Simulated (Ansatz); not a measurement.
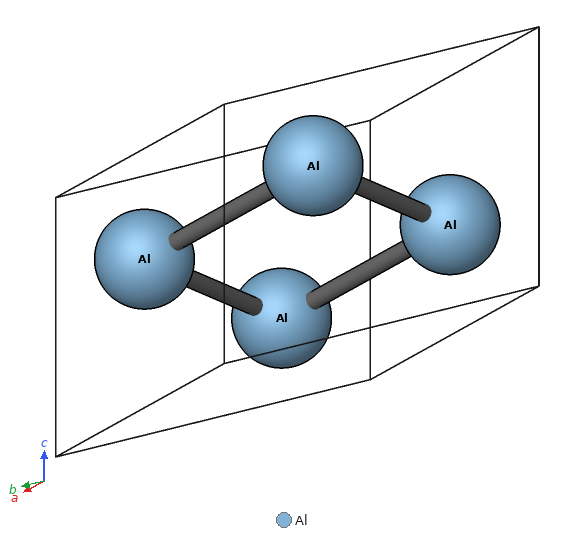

Drawn in the ball-and-stick manner and seen from a general direction. One conventional unit cell is framed, with atoms on its boundary repeated. Some neighbours outside the box are added.

Summary of the structure:

The element is aluminium. The lattice is primitive monoclinic and the space group P2_1/m (No. 11). The cell holds two atoms. Within bonding distance, the neighbour counts come to Al 8.

The model was built from a structure listed in the Materials Project. The cell was then strained or its atoms displaced on purpose. A calculation with Ansatz used it as input.
